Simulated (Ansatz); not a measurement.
## Geometry relaxation, with input and output: Mo (part 1 of 3)

The run: geometry relaxation of Mo (defect cell, 31 atoms in the cell). Method and program: DFT PBEsol, scalar-relativistic, plane waves, PAW, no spin polarisation (Ansatz 0.2.0).

The structure derives from a Materials Project entry. It belongs to a series of runs on one base structure; here: Mo vacancy (site a), charge +0, atoms relaxed at the host's cell. Figures and captions count atoms from 1; the log counts them from 0 in places.

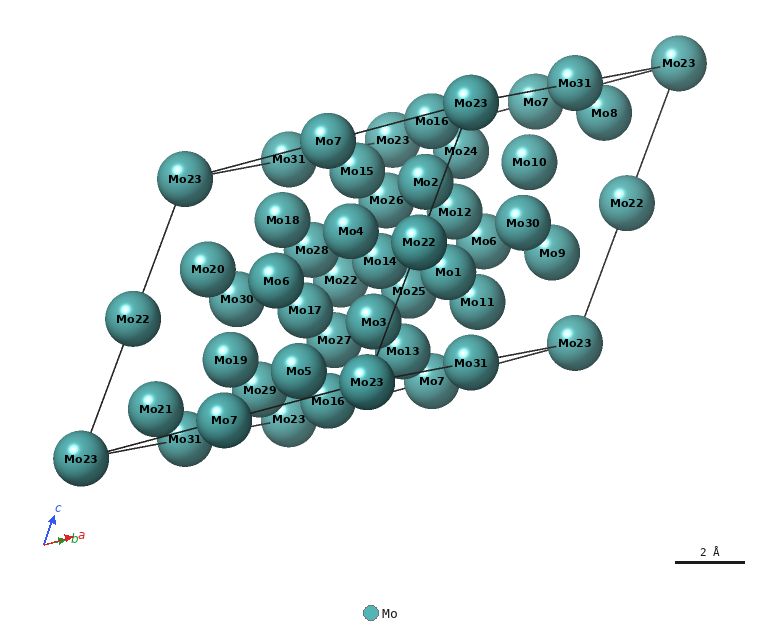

**Figure 1.** The structure as given in the input (spheres-only view of the cell of the calculation, seen at an oblique angle; atoms are numbered from 1 in the order of the input).

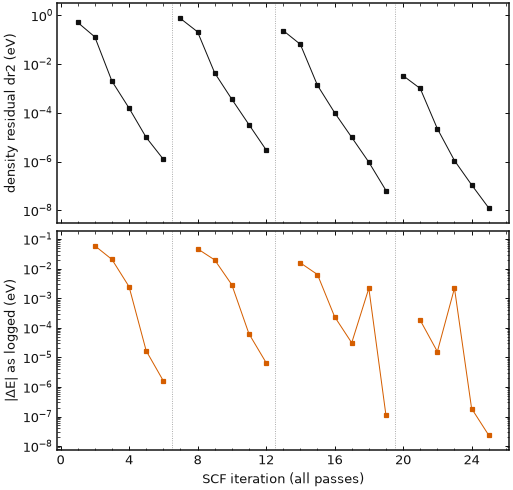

**Figure 2.** Convergence of the self-consistent field: density residual dr2 and size of the energy change against the SCF iteration. The dotted lines part the SCF passes of the relaxation: geometry steps, rejected trials and re-solves on a re-selected basis. The passes take 6, 6, 7 and 6 iterations.

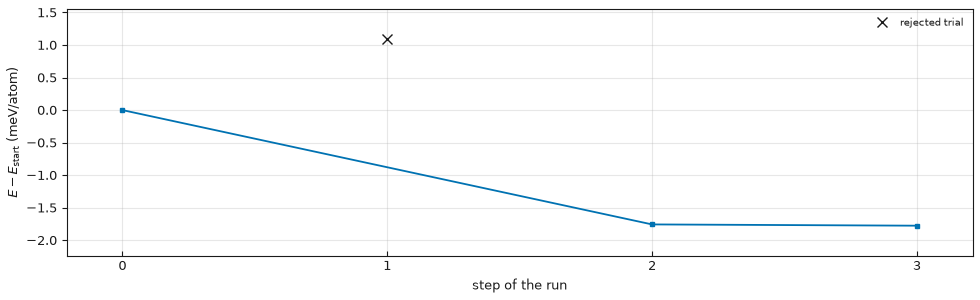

**Figure 3.** Progress of the relaxation, step by step (the first geometry is step 0 here and step 1 in the log).

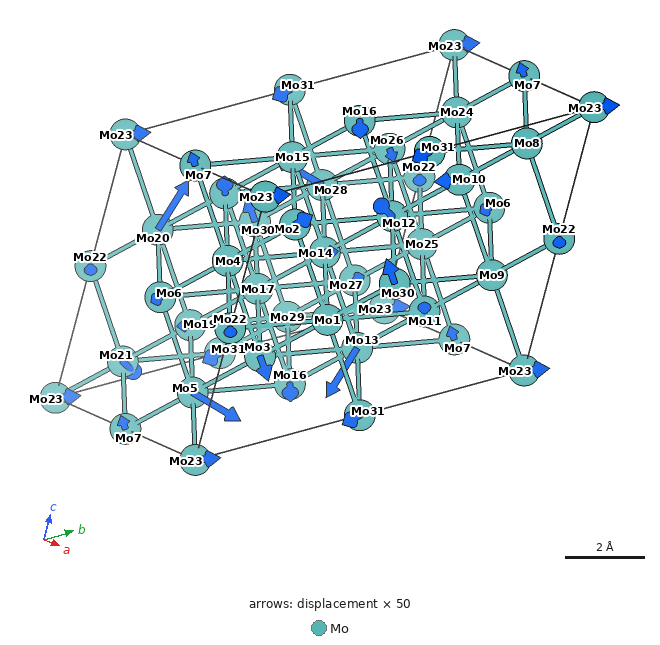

**Figure 4.** The starting structure with the displacements as blue arrows, magnified 50 times (ball-and-stick view of the cell of the calculation, seen slightly off an axis). After 3 geometry steps the energy has fallen by 1.8 meV per atom. The largest force component goes from 0.4 to 0.0057 eV/Å. The line search rejected the trial step at point 1 (counted from 0) and went back. The largest moves, 0.030 Å, are those of Mo5, Mo12, Mo13, Mo20, Mo21 and Mo28. The cell stays as it was. Distances before and after: Mo10–Mo12 2.710 → 2.688 Å, Mo11–Mo12 2.710 → 2.725 Å, Mo11–Mo25 2.710 → 2.702 Å, Mo10–Mo24 2.710 → 2.715 Å. (Atoms are counted from 1 in the order of the input.)

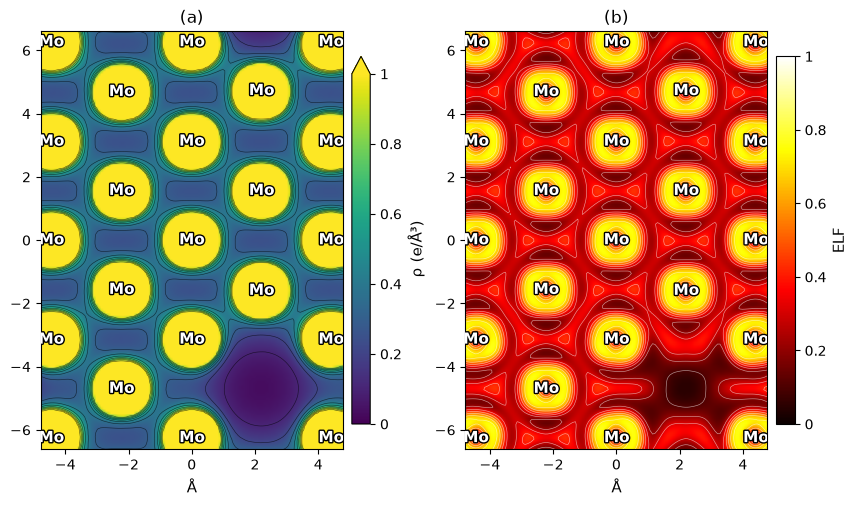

**Figure 5.** (a) valence charge density (pseudo); (b) ELF on the (011̄) plane of the calculation cell. The section cuts through Mo sites. Mo–Mo (2.69 Å): the density is about 0.41 e/Å³ at the midpoint; the ELF is about 0.30 at the midpoint; no localised pair between them. Away from the nuclei the density in this plane falls to 0.03 e/Å³ at its lowest. The strong features right at Mo lie inside the PAW spheres (semicore, d or f shells) and say nothing about bonding. Core electrons are frozen (PAW), so the fields are smoothed inside the atomic spheres.

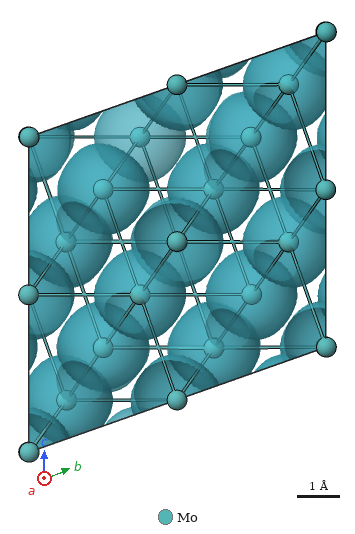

**Figure 6.** Isosurface of the valence pseudo-density at 0.5 e/Å³ (cyan), seen along the a axis. Sticks mark near contacts. The outline is the calculation cell. At this value the density breaks into separate islands; it holds about 75 % of the electrons treated as valence (semicore included). It is pinched off along the Mo–Mo (2.69 Å) contacts. On the grid the lowest density along these lines, outside the cores, is 0.41 e/Å³ (Mo–Mo, 2.69 Å).

The input that produced these results follows, with the program's output.

Input
```yaml
crystal:
  lattice:
    - [-6.258679926, 0.0, -6.258679926]
    - [-6.258679926, 6.258679926, 0.0]
    - [0.0, 6.258679926, -6.258679926]
  atoms:
    - { symbol: Mo, position: [0.875, 0.375, 0.375] }
    - { symbol: Mo, position: [0.75, 0.25, 0.75] }
    - { symbol: Mo, position: [0.75, 0.25, 0.25] }
    - { symbol: Mo, position: [0.625, 0.125, 0.625] }
    - { symbol: Mo, position: [0.625, 0.125, 0.125] }
    - { symbol: Mo, position: [0.5, 0.0, 0.5] }
    - { symbol: Mo, position: [0.5, 0.0, 0.0] }
    - { symbol: Mo, position: [0.875, 0.875, 0.875] }
    - { symbol: Mo, position: [0.875, 0.875, 0.375] }
    - { symbol: Mo, position: [0.75, 0.75, 0.75] }
    - { symbol: Mo, position: [0.75, 0.75, 0.25] }
    - { symbol: Mo, position: [0.625, 0.625, 0.625] }
    - { symbol: Mo, position: [0.625, 0.625, 0.125] }
    - { symbol: Mo, position: [0.5, 0.5, 0.5] }
    - { symbol: Mo, position: [0.375, 0.375, 0.875] }
    - { symbol: Mo, position: [0.5, 0.5, 0.0] }
    - { symbol: Mo, position: [0.375, 0.375, 0.375] }
    - { symbol: Mo, position: [0.25, 0.25, 0.75] }
    - { symbol: Mo, position: [0.25, 0.25, 0.25] }
    - { symbol: Mo, position: [0.125, 0.125, 0.625] }
    - { symbol: Mo, position: [0.125, 0.125, 0.125] }
    - { symbol: Mo, position: [0.0, 0.0, 0.5] }
    - { symbol: Mo, position: [0.0, 0.0, 0.0] }
    - { symbol: Mo, position: [0.375, 0.875, 0.875] }
    - { symbol: Mo, position: [0.375, 0.875, 0.375] }
    - { symbol: Mo, position: [0.25, 0.75, 0.75] }
    - { symbol: Mo, position: [0.25, 0.75, 0.25] }
    - { symbol: Mo, position: [0.125, 0.625, 0.625] }
    - { symbol: Mo, position: [0.125, 0.625, 0.125] }
    - { symbol: Mo, position: [0.0, 0.5, 0.5] }
    - { symbol: Mo, position: [0.0, 0.5, 0.0] }
basis:
  ecutwfc: 420
  xc_grid: 2
kpoints:
  mp_grid: { grid: [4, 4, 4], shift: [0.0, 0.0, 0.0] }
hamiltonian:
  xc: pbesol
scf:
  occupations: { method: gaussian, width: 0.1 }
output:
  forces: true
  stress: false
  eigenvalues: true
  write_density: true
  write_potential: true
  elf: true
  volumetric_format: npy
relax:
  adjacent_minimum: "off"
  f_tol: 0.025
  max_steps: 45
```

Launch command:
```bash
ansatz run input.yaml --threads 4 --pin off --max-ram 8192MiB --backend cpu --events-out ev --progress --plain --runs-dir out
```

The program's output
```
Engine: ansatz 0.2.0, x86_64-unknown-linux-gnu
Pseudopotentials: kind: paw
Pseudopotential: Mo, paw, valence charge 14, recommended cutoff 420 eV (normal), Mo.paw.azcp
Functional definition: PBEsol
  exchange = pbesol_x
  correlation = pbesol_c
Crystal: 31 atoms, lattice volume = 490.318 Å³
Basis set: ecut = 420 eV, 9577 PW (Γ), exchange–correlation on 120×120×120 points (8 copies of the dense FFT grid, shifted against one another)
Bands: 261, of which v1, the nominal top of the filled ones, is band 217 counted from 1 (216 counted from 0)
Symmetry: 48 space group operations
Space group: Fm-3m (ITA 225), of the structure as read, at distance tolerance 7.9e-5 Å
k-points: 8 of 64
Non-local potential: Mo, projectors of the file, l = 0: 3, l = 1: 2, l = 2: 2, l = 3: 1
PAW form: soft (Blöchl's): semilocal exchange-correlation on the pseudo side does not see the compensation charge
PAW frozen core: Mo, regenerated for the run's functional, and the local potential with it (the file was generated under x = pbe(κ = 0.804, μ = 0.2195149727645171), c = pbe(β = 0.06672455060314922))
PAW one-centre angular grid: Mo, 590 points (default); XC on 64 Gauss nodes
Initial density: superposition of atomic densities (neutral atoms: chi_scale 0, normalization atom), corrected by the library's trained network
Initial wavefunctions: pseudopotential atomic-orbital guess
Functional: x = pbesol(κ = 0.804, μ = 0.12345679012345678), c = pbesol(β = 0.046)
SCF iter   1: F=—  HF=-151818.519536 eV  |F-HF|=—  |Δ(HF+E_count)|=         —  Δρ=7.86e-3  dr2=5.15e-1  ethr=1.77e-3  ⟨swp⟩=4.9  Hψ=6901  notcnv=0
preconditioner: auto → Kerker (q_TF=auto, 2.673 Å⁻¹)  [metal: Δε(μ)=0.040 eV  Ē_g=4.250 eV  σ=0.100 eV  W_gap=0.22  n_scr=168 (ndim 8)  ℏωp=22.9 eV  f_vac=0.002  D(μ)=20.40/eV (n_scr^D=168)]
SCF iter   2: F=—  HF=-151818.460095 eV  |F-HF|=—  |Δ(HF+E_count)|=   5.94e-2  Δρ=4.00e-3  dr2=1.31e-1  ethr=1.19e-4  ⟨swp⟩=2.0  Hψ=2710  notcnv=0
SCF iter   3: F=—  HF=-151818.439575 eV  |F-HF|=—  |Δ(HF+E_count)|=   2.05e-2  Δρ=4.88e-4  dr2=2.00e-3  ethr=3.01e-5  ⟨swp⟩=2.0  Hψ=2552  notcnv=0
SCF iter   4: F=—  HF=-151818.437120 eV  |F-HF|=—  |Δ(HF+E_count)|=   2.46e-3  Δρ=9.09e-5  dr2=1.56e-4  ethr=4.61e-7  ⟨swp⟩=2.0  Hψ=2595  notcnv=0
iter 5 did not close the SCF: its close was put off for the readings that it lacked (scf_convergence_deferred on its scf_iter line)
SCF iter   5: F=-151818.437096 eV  HF=-151818.437103 eV  |F-HF|=7.72e-6  |Δ(HF+E_count)|=   1.67e-5  Δρ=3.16e-5  dr2=9.81e-6  ethr=3.60e-8  ⟨swp⟩=2.0  Hψ=2556  notcnv=0
SCF iter   6: F=-151818.437101 eV  HF=-151818.437102 eV  |F-HF|=8.06e-7  |Δ(HF+E_count)|=   1.61e-6  Δρ=9.08e-6  dr2=1.25e-6  ethr=2.26e-9  ⟨swp⟩=12.9  Hψ=16107  notcnv=0
SCF 1 converged in 6 iterations: F = -151818.437101 eV  dr2 = 1.25e-6
  greatest PAW one-centre occupation: 0.999 electrons in one spin orbital (limit 2), on the Mo atom at site 27 (counted from 0), in its partial waves of l = 0
relax step   1: F+E_penalty+E_count = -151818.43710089 eV  Δ(F+E_penalty+E_count) = +0.000e0 eV  max|allowed force component| = 3.993e-1 eV/Å  Δτ_max = 0.0000 Å  (6 SCF iters, dr2 threshold 1.56e-5 eV, accepted)
Initial density: handed on by an earlier stage of this run
Initial wavefunctions: those handed on with the density
iter 1 solved again at ethr=1.73e-4 eV; its pass at ethr=3.10e-3 eV (dr2=7.51e-1 eV) is discarded
SCF iter   1: F=—  HF=-151818.472657 eV  |F-HF|=—  |Δ(HF+E_count)|=         —  Δρ=8.31e-3  dr2=7.46e-1  ethr=1.73e-4  ⟨swp⟩=1.6  Hψ=5641  notcnv=0  defer=241
preconditioner: auto → Kerker (q_TF=auto, 2.673 Å⁻¹)  [metal: Δε(μ)=0.013 eV  Ē_g=4.223 eV  σ=0.100 eV  W_gap=0.07  n_scr=168 (ndim 8)  ℏωp=22.9 eV  f_vac=0.001  D(μ)=22.18/eV (n_scr^D=180)]
SCF iter   2: F=—  HF=-151818.425748 eV  |F-HF|=—  |Δ(HF+E_count)|=   4.69e-2  Δρ=4.46e-3  dr2=2.11e-1  ethr=1.72e-4  ⟨swp⟩=1.2  Hψ=1847  notcnv=0  defer=241
SCF iter   3: F=—  HF=-151818.406074 eV  |F-HF|=—  |Δ(HF+E_count)|=   1.97e-2  Δρ=5.83e-4  dr2=4.35e-3  ethr=4.87e-5  ⟨swp⟩=2.0  Hψ=2337  notcnv=0  defer=241
SCF iter   4: F=—  HF=-151818.403225 eV  |F-HF|=—  |Δ(HF+E_count)|=   2.85e-3  Δρ=1.28e-4  dr2=3.62e-4  ethr=1.00e-6  ⟨swp⟩=2.0  Hψ=2761  notcnv=0  defer=241
SCF iter   5: F=—  HF=-151818.403162 eV  |F-HF|=—  |Δ(HF+E_count)|=   6.29e-5  Δρ=4.91e-5  dr2=3.29e-5  ethr=8.33e-8  ⟨swp⟩=2.0  Hψ=2519  notcnv=0  defer=241
SCF iter   6: F=-151818.403155 eV  HF=-151818.403156 eV  |F-HF|=8.24e-7  |Δ(HF+E_count)|=   6.66e-6  Δρ=1.77e-5  dr2=3.04e-6  ethr=2.30e-9  ⟨swp⟩=16.6  Hψ=18616  notcnv=0
SCF 2 converged in 6 iterations: F = -151818.403155 eV  dr2 = 3.04e-6
relax step   2: F+E_penalty+E_count = -151818.40315488 eV  Δ(F+E_penalty+E_count) = +3.395e-2 eV  max|allowed force component| = 3.302e-1 eV/Å  Δτ_max = 0.0569 Å  (6 SCF iters, dr2 threshold 9.97e-6 eV, rejected (line search))
SCF iter   1: F=—  HF=-151818.516010 eV  |F-HF|=—  |Δ(HF+E_count)|=         —  Δρ=4.87e-3  dr2=2.38e-1  ethr=6.11e-4  ⟨swp⟩=2.4  Hψ=3340  notcnv=0  defer=238
preconditioner: auto → Kerker (q_TF=auto, 2.673 Å⁻¹)  [metal: Δε(μ)=0.017 eV  Ē_g=4.226 eV  σ=0.100 eV  W_gap=0.09  n_scr=168 (ndim 8)  ℏωp=22.9 eV  f_vac=0.002  D(μ)=22.38/eV (n_scr^D=180)]
SCF iter   2: F=—  HF=-151818.500344 eV  |F-HF|=—  |Δ(HF+E_count)|=   1.57e-2  Δρ=2.60e-3  dr2=6.50e-2  ethr=5.49e-5  ⟨swp⟩=1.0  Hψ=2408  notcnv=0  defer=241
SCF iter   3: F=—  HF=-151818.494017 eV  |F-HF|=—  |Δ(HF+E_count)|=   6.33e-3  Δρ=3.50e-4  dr2=1.35e-3  ethr=1.50e-5  ⟨swp⟩=2.0  Hψ=2386  notcnv=0  defer=241
SCF iter   4: F=—  HF=-151818.493778 eV  |F-HF|=—  |Δ(HF+E_count)|=   2.38e-4  Δρ=6.85e-5  dr2=1.02e-4  ethr=3.11e-7  ⟨swp⟩=2.0  Hψ=2531  notcnv=0  defer=241
SCF iter   5: F=—  HF=-151818.493747 eV  |F-HF|=—  |Δ(HF+E_count)|=   3.11e-5  Δρ=2.55e-5  dr2=9.87e-6  ethr=2.35e-8  ⟨swp⟩=2.0  Hψ=2578  notcnv=0  defer=241
SCF iter   6: F=—  HF=-151818.491574 eV  |F-HF|=—  |Δ(HF+E_count)|=   2.17e-3  Δρ=9.58e-6  dr2=9.45e-7  ethr=2.27e-9  ⟨swp⟩=2.0  Hψ=2547  notcnv=0  defer=241
SCF iter   7: F=-151818.491574 eV  HF=-151818.491574 eV  |F-HF|=2.03e-8  |Δ(HF+E_count)|=   1.10e-7  Δρ=2.68e-6  dr2=6.50e-8  ethr=2.30e-11  ⟨swp⟩=15.0  Hψ=14951  notcnv=0
SCF 3 converged in 7 iterations: F = -151818.491574 eV  dr2 = 6.50e-8
relax step   3: F+E_penalty+E_count = -151818.49157356 eV  Δ(F+E_penalty+E_count) = -5.447e-2 eV  max|allowed force component| = 3.725e-2 eV/Å  Δτ_max = 0.0278 Å  (7 SCF iters, accepted)
```
